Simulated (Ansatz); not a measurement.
Input

```
crystal:
  lattice:
    - [-2.4831064207, 0.0, 0.0]
    - [0.0, 0.0, -4.1359115893]
    - [0.0, -4.3008664813, 0.0]
  atoms:
    - { symbol: C, position: [0.5096653127, 0.9371743693, 0.1666666667] }
    - { symbol: C, position: [-0.0096653127, 0.9371743693, 0.6666666667] }
    - { symbol: C, position: [0.9903346873, 0.4371743693, 0.3333333333] }
    - { symbol: C, position: [0.5096653127, 0.4371743693, 0.8333333333] }
    - { symbol: C, position: [0.4903346873, 0.5628256307, 0.1666666667] }
    - { symbol: C, position: [0.0096653127, 0.5628256307, 0.6666666667] }
    - { symbol: C, position: [1.0096653127, 0.0628256307, 0.3333333333] }
    - { symbol: C, position: [0.4903346873, 0.0628256307, 0.8333333333] }
basis:
  ecutwfc: 520.0
kpoints:
  mp_grid: { grid: [10, 6, 6] }
hamiltonian:
  xc: lda
  pseudopotentials: { kind: paw, azcp: { folder: soft_1 } }
scf:
  occupations: { method: gaussian, width: 0.05 }
output:
  forces: true
  stress: true
  eigenvalues: true
  write_density: true
  write_potential: true
  elf: true
  volumetric_format: npy
```

Command:

```sh
ansatz run input.yaml --threads 2 --pin off --max-ram 4096MiB --backend cpu --events-out ev --progress --plain --runs-dir out
```

Below, planes, directions and counts refer to the conventional cell (a = 2.48 Å, b = 4.30 Å, c = 4.14 Å, α = 90.00°, β = 90.00°, γ = 90.00°).

Space group Pbcn; a point of a scan over the structure, not its minimum; not relaxed (largest force 0.6 eV/Å); PAW files of the earlier set (soft_1).

Level of theory: DFT LDA, scalar-relativistic, plane waves, PAW in Ansatz 0.2.0.

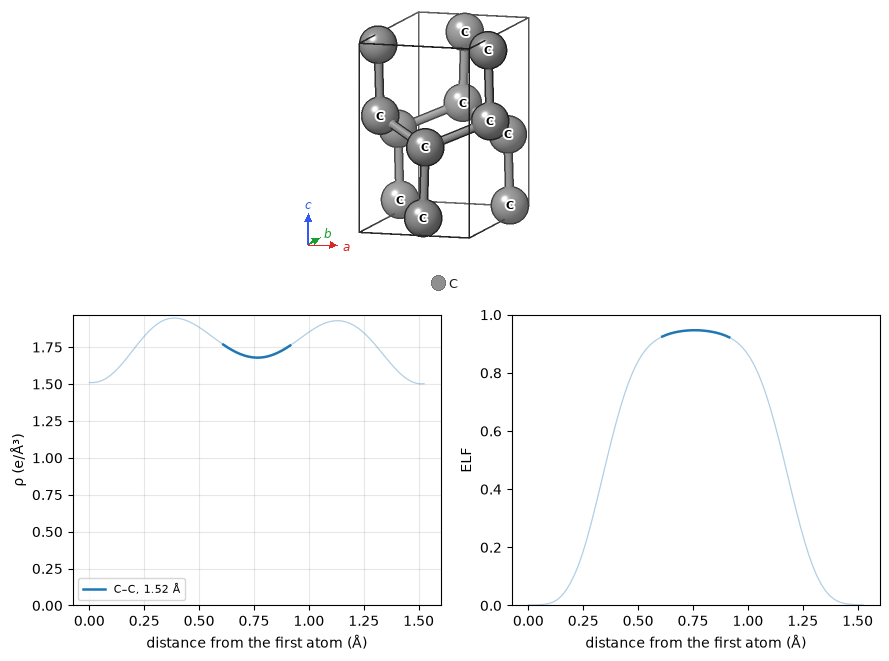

C. Valence electron density and electron localisation function along straight lines between neighbouring atoms. Thin, pale parts lie inside the atomic spheres. The structure is drawn too.

The density is the valence pseudo-density of a PAW calculation; it isn't the true density close to the nuclei.

What kind of bonding do the profiles show?

C–C (1.52 Å): ρ is about 1.7 e/Å³ halfway; the ELF peaks at about 0.95 between the atoms; a shared electron pair.
